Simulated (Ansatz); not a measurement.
Single-point calculation of Hf2S

The run: single-point calculation of Hf2S (P6₃/mmc, 6 atoms in the cell). Method and program: DFT PBEsol, scalar-relativistic, plane waves, PAW, no spin polarisation (Ansatz 0.2.0).

The structure derives from a Materials Project entry. Figures and captions count atoms from 1; the log counts them from 0 in places.

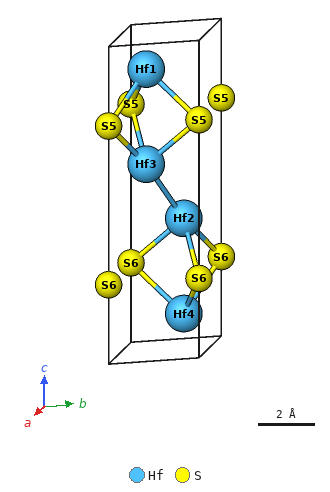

**Figure 1.** The structure (ball-and-stick view of the cell of the calculation, seen slightly off an axis; atoms are numbered from 1 in the order of the input). An atom can appear more than once, as a periodic image.

**The input**
```yaml
crystal:
  lattice:
    - [3.3742737662, 0.0, 0.0]
    - [-1.6871368831, 2.9222068008, 0.0]
    - [0.0, 0.0, 11.71740703]
  atoms:
    - { symbol: Hf, position: [0.66666667, 0.33333333, 0.89981164] }
    - { symbol: Hf, position: [0.33333333, 0.66666667, 0.39981164] }
    - { symbol: Hf, position: [0.66666667, 0.33333333, 0.60018836] }
    - { symbol: Hf, position: [0.33333333, 0.66666667, 0.10018836] }
    - { symbol: S, position: [0.0, 0.0, 0.75] }
    - { symbol: S, position: [0.0, 0.0, 0.25] }
basis:
  ecutwfc: 420
kpoints:
  mp_grid: { grid: [6, 6, 2] }
hamiltonian:
  xc: pbesol
scf:
  occupations: { method: gaussian, width: 0.1 }
output:
  forces: true
  stress: true
  eigenvalues: true
```

Launch command:
```bash
ansatz run input.yaml --threads 2 --pin off --max-ram 6144MiB --backend cpu --events-out ev --progress --plain --runs-dir out
```

**The program's output**
```
Engine: ansatz 0.2.0, x86_64-unknown-linux-gnu
Pseudopotentials: kind: paw
Pseudopotential: Hf, paw, valence charge 26, recommended cutoff 420 eV (normal), Hf.paw.azcp
Pseudopotential: S, paw, valence charge 6, recommended cutoff 420 eV (normal), S.paw.azcp
Functional definition: PBEsol
  exchange = pbesol_x
  correlation = pbesol_c
Crystal: 6 atoms, lattice volume = 115.537 Å³
Basis set: ecut = 420 eV, 2271 PW (Γ), exchange–correlation on 48×48×160 points (8 copies of the dense FFT grid, shifted against one another)
Bands: 70, of which v1, the nominal top of the filled ones, is band 58 counted from 1 (57 counted from 0)
Symmetry: 24 space group operations
Space group: P63/mmc (ITA 194), of the structure as read, at distance tolerance 4.9e-5 Å
k-points: 14 of 72
Non-local potential: Hf, projectors of the file, l = 0: 3, l = 1: 2, l = 2: 2, l = 3: 3
Non-local potential: S, projectors of the file, l = 0: 2, l = 1: 2, l = 2: 2
PAW form: soft (Blöchl's): semilocal exchange-correlation on the pseudo side does not see the compensation charge
PAW frozen core: Hf, regenerated for the run's functional, and the local potential with it (the file was generated under x = pbe(κ = 0.804, μ = 0.2195149727645171), c = pbe(β = 0.06672455060314922))
PAW frozen core: S, regenerated for the run's functional, and the local potential with it (the file was generated under x = pbe(κ = 0.804, μ = 0.2195149727645171), c = pbe(β = 0.06672455060314922))
PAW one-centre angular grid: Hf, 590 points (default); XC on 64 Gauss nodes
PAW one-centre angular grid: S, 110 points (default); XC on 64 Gauss nodes
Initial density: superposition of atomic densities (neutral atoms: chi_scale 0, normalization atom), corrected by the library's trained network
Initial wavefunctions: pseudopotential atomic-orbital guess
Functional: x = pbesol(κ = 0.804, μ = 0.12345679012345678), c = pbesol(β = 0.046)
SCF iter   1: F=—  HF=-64168.536630 eV  |F-HF|=—  |Δ(HF+E_count)|=         —  Δρ=5.27e-3  dr2=5.49e-2  ethr=1.77e-3  ⟨swp⟩=5.0  Hψ=3147  notcnv=0  defer=2
preconditioner: auto → Kerker (q_TF=auto, 2.730 Å⁻¹)  [metal: Δε(μ)=0.074 eV  Ē_g=17.041 eV  σ=0.100 eV  W_gap=0.39  n_scr=52 (ndim 8)  ℏωp=35.9 eV  f_vac=0.000  D(μ)=2.86/eV (n_scr^D=6)]
SCF iter   2: F=—  HF=-64168.532925 eV  |F-HF|=—  |Δ(HF+E_count)|=   3.70e-3  Δρ=3.37e-3  dr2=2.58e-2  ethr=4.74e-5  ⟨swp⟩=1.4  Hψ=1140  notcnv=0  defer=3
SCF iter   3: F=—  HF=-64168.528247 eV  |F-HF|=—  |Δ(HF+E_count)|=   4.68e-3  Δρ=7.29e-4  dr2=1.38e-3  ethr=2.23e-5  ⟨swp⟩=2.0  Hψ=1339  notcnv=0  defer=3
SCF iter   4: F=—  HF=-64168.527946 eV  |F-HF|=—  |Δ(HF+E_count)|=   3.01e-4  Δρ=4.40e-4  dr2=4.22e-4  ethr=1.19e-6  ⟨swp⟩=2.0  Hψ=1480  notcnv=0  defer=3
SCF iter   5: F=—  HF=-64168.527762 eV  |F-HF|=—  |Δ(HF+E_count)|=   1.83e-4  Δρ=1.97e-4  dr2=4.62e-5  ethr=3.64e-7  ⟨swp⟩=2.0  Hψ=1498  notcnv=0  defer=3
SCF iter   6: F=—  HF=-64168.527794 eV  |F-HF|=—  |Δ(HF+E_count)|=   3.14e-5  Δρ=6.11e-5  dr2=7.78e-6  ethr=3.98e-8  ⟨swp⟩=2.0  Hψ=957  notcnv=0  defer=3
SCF iter   7: F=—  HF=-64168.527793 eV  |F-HF|=—  |Δ(HF+E_count)|=   8.31e-7  Δρ=1.31e-5  dr2=3.09e-7  ethr=6.70e-9  ⟨swp⟩=2.0  Hψ=1489  notcnv=0  defer=3
SCF iter   8: F=-64168.527793 eV  HF=-64168.527793 eV  |F-HF|=9.39e-9  |Δ(HF+E_count)|=   1.44e-8  Δρ=2.82e-6  dr2=1.56e-8  ethr=8.62e-11  ⟨swp⟩=8.6  Hψ=4374  notcnv=0
SCF 1 converged in 8 iterations: F = -64168.527793 eV  dr2 = 1.56e-8
  greatest PAW one-centre occupation: 0.998 electrons in one spin orbital (limit 2), on the Hf atom at site 3 (counted from 0), in its partial waves of l = 3
```

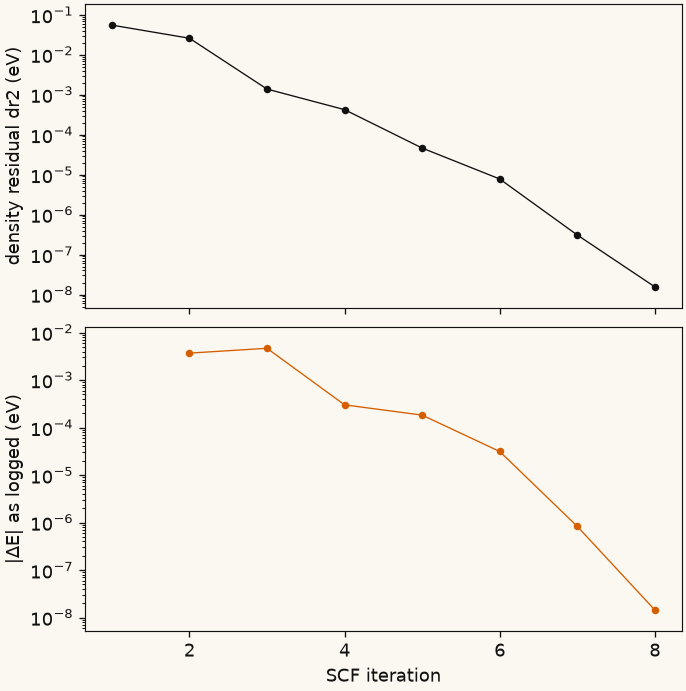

**Figure 2.** Convergence of the self-consistent field: density residual dr2 and size of the energy change against the SCF iteration. The residual falls at every step.

```
SCF converged after 8 iterations
Free energy (F): -64168.527793 eV
Harris-Foulkes:  -64168.527793 eV  (|F-HF|=9.39e-9)
Internal energy: -64168.513706 eV  (E = F + TS)
E sigma→0 (E₀):  -64168.520749 eV
Entropy (-TS):   -0.014087 eV (-2.348 meV/atom)
Fermi energy:    18.256693 eV
--- Per-component energies (eV) ---
  E_band       = 64.708394
  E_kinetic    = 1911.770558
  E_local      = -22284.433541  (includes V_loc(G=0)·N_el)
  E_nonlocal   = -4898.884604
  E_hartree    = 10452.881519
  E_xc         = -1385.168366
  E_vxc        = -1241.579077  (∫ρ·V_xc dr)
  E_paw        = -28395.587144  (= ΣΔE_a)
  E_vpaw       = 5672.080503  (= ΣTr[D̂ρ^β])
  E_aug_tail   = -0.000002  (compensation charges beyond the density's cutoff)
  E_ewald      = -19574.220391
  E_core_change = 5.128265  (= ΣΔE_core)
  E_smearing   = -0.014087  (= −TS)
  E_closure    = 0.000000  (closes the sum)
  Σ components = -64168.527793   (vs F -64168.527793, Δ=0.00e0)
--- Forces (eV/Å), atoms counted from 1 ---
  atom   1  Hf    -0.00000000    -0.00000000    -0.24160245
  atom   2  Hf    -0.00000000     0.00000000    -0.24160245
  atom   3  Hf    -0.00000000    -0.00000000     0.24160245
  atom   4  Hf     0.00000000     0.00000000     0.24160245
  atom   5  S      0.00000000     0.00000000     0.00000000
  atom   6  S     -0.00000000    -0.00000000     0.00000000
  max |Σ_I F_I| component: 4.63e-17 eV/Å
--- Stress (GPa, compression-positive) ---
       -2.856699       0.000000       0.000000
        0.000000      -2.856699      -0.000000
        0.000000      -0.000000      -3.010266
  P = ⅓ Tr σ = -2.9079 GPa (-29.079 kbar)
--- Band table (eV; the first three rows and the last of 14) ---
  k-point 0: bands = ["-43.8614", "-43.8584", "-43.8136", "-43.8105", "-12.9101", "-12.7930", "-12.4498", "-12.3790", "-12.3790", "-12.3697", "-12.3697", "-12.3214", "-12.2762", "-12.2762", "-12.2667", "-12.2667", "2.9349", "3.0576", "6.1626", "6.1635", "6.1635", "6.1741", "6.1753", "6.1753", "6.1755", "6.1755", "6.1810", "6.1810", "6.1874", "6.1896", "6.1998", "6.2060", "6.2090", "6.2090", "6.2090", "6.2096", "6.2096", "6.2127", "6.2153", "6.2153", "6.2225", "6.2225", "6.2479", "6.2480", "6.2519", "6.2519", "10.4322", "11.3789", "13.7475", "14.8890", "14.8890", "15.0843", "15.0843", "15.2719", "16.7790", "18.1889", "18.2915", "18.7439", "18.7439", "18.8391", "18.8391", "19.1053", "19.1053", "20.1928", "20.1928", "20.9033", "21.1166", "21.1166", "21.4380", "21.5145"]
  k-point 1: bands = ["-43.8600", "-43.8600", "-43.8120", "-43.8120", "-12.8594", "-12.8594", "-12.3777", "-12.3777", "-12.3746", "-12.3746", "-12.3746", "-12.3746", "-12.2713", "-12.2713", "-12.2713", "-12.2713", "2.9953", "2.9953", "6.1668", "6.1668", "6.1682", "6.1682", "6.1682", "6.1682", "6.1785", "6.1785", "6.1785", "6.1785", "6.1904", "6.1904", "6.2003", "6.2003", "6.2117", "6.2117", "6.2117", "6.2117", "6.2131", "6.2131", "6.2174", "6.2174", "6.2174", "6.2174", "6.2480", "6.2480", "6.2519", "6.2519", "10.8299", "10.8299", "14.5545", "14.5545", "14.9827", "14.9827", "14.9827", "14.9827", "17.1670", "17.1670", "18.6828", "18.6828", "18.6828", "18.6828", "19.7217", "19.7217", "19.8921", "19.8921", "19.8921", "19.8921", "20.8902", "20.8902", "20.8902", "20.8902"]
  k-point 2: bands = ["-43.8542", "-43.8512", "-43.8120", "-43.8090", "-12.8734", "-12.7663", "-12.5565", "-12.4997", "-12.4086", "-12.3989", "-12.3806", "-12.3518", "-12.3471", "-12.2890", "-12.2889", "-12.2790", "3.2002", "3.2747", "6.1649", "6.1653", "6.1696", "6.1726", "6.1767", "6.1769", "6.1792", "6.1813", "6.1824", "6.1865", "6.1937", "6.1982", "6.2011", "6.2061", "6.2064", "6.2068", "6.2084", "6.2092", "6.2135", "6.2141", "6.2161", "6.2166", "6.2209", "6.2245", "6.2396", "6.2401", "6.2422", "6.2428", "11.0039", "11.7276", "13.2250", "13.7561", "14.6773", "14.7850", "14.8681", "15.8183", "16.1304", "17.2401", "18.1827", "18.2474", "18.6146", "19.1025", "19.1801", "19.4872", "19.9632", "20.1169", "20.7746", "20.8537", "20.8858", "20.9843", "21.2622", "21.6592"]
  k-point 13: bands = ["-43.8176", "-43.8176", "-43.8148", "-43.8148", "-12.7389", "-12.7389", "-12.7009", "-12.7009", "-12.6766", "-12.6766", "-12.4804", "-12.4804", "-12.4095", "-12.4095", "-12.3653", "-12.3653", "4.2199", "4.2199", "6.1753", "6.1753", "6.1831", "6.1831", "6.1858", "6.1858", "6.1859", "6.1859", "6.1922", "6.1922", "6.1951", "6.1951", "6.2005", "6.2005", "6.2028", "6.2028", "6.2073", "6.2073", "6.2149", "6.2149", "6.2177", "6.2177", "6.2367", "6.2367", "6.2368", "6.2368", "6.2627", "6.2627", "11.8516", "11.8516", "12.0352", "12.0352", "12.7509", "12.7509", "16.6086", "16.6086", "17.0559", "17.0559", "17.5363", "17.5363", "18.4793", "18.4793", "20.4987", "20.4987", "21.0679", "21.0679", "21.5766", "21.5766", "22.2595", "22.2595", "22.4548", "22.4548"]
```

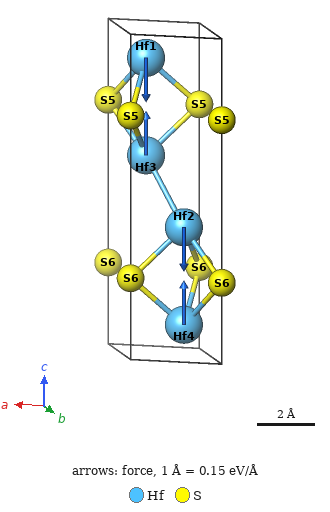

**Figure 3.** Forces on the atoms as blue arrows (ball-and-stick view of the cell of the calculation, seen at an oblique angle; atoms are numbered from 1 in the order of the input). The largest act on all 4 Hf atoms (0.24 eV/Å). The geometry is not a stationary point of this energy.

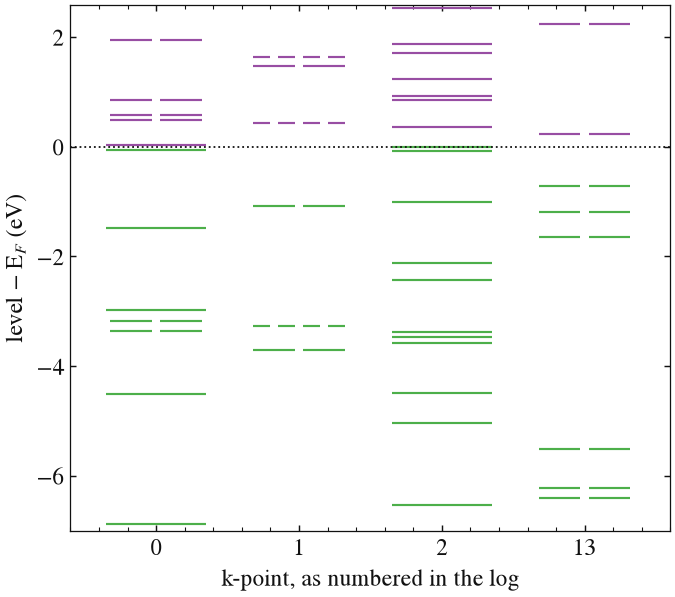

**Figure 4.** Kohn–Sham levels near the Fermi level (dotted) at the few k-points that the log prints; levels within 0.02 eV of each other stand side by side. The system is metallic on the full mesh.

**Key numbers**

```json
{"quantity": "outcome", "value": "converged"}
{"quantity": "space group (tolerance 0.01 Å)", "value": "P6₃/mmc (194)"}
{"quantity": "electrons treated", "value": "116"}
{"quantity": "free energy", "value": "−64168.5278 eV"}
{"quantity": "Fermi energy", "value": "18.257 eV"}
{"quantity": "gap on the k-point mesh", "value": "none (metallic)"}
{"quantity": "pressure", "value": "−2.91 GPa"}
{"quantity": "largest force (length of the vector)", "value": "0.242 eV/Å"}
{"quantity": "hardware", "value": "2 threads of Intel Xeon (Granite Rapids), 32 GiB of memory available, shared host"}
{"quantity": "wall time", "value": "1.6 s (CPU time 2.9 s)"}
{"quantity": "peak memory", "value": "0.5 GiB"}
```

**Remarks**

Spin–orbit coupling is left out, which matters for Hf.
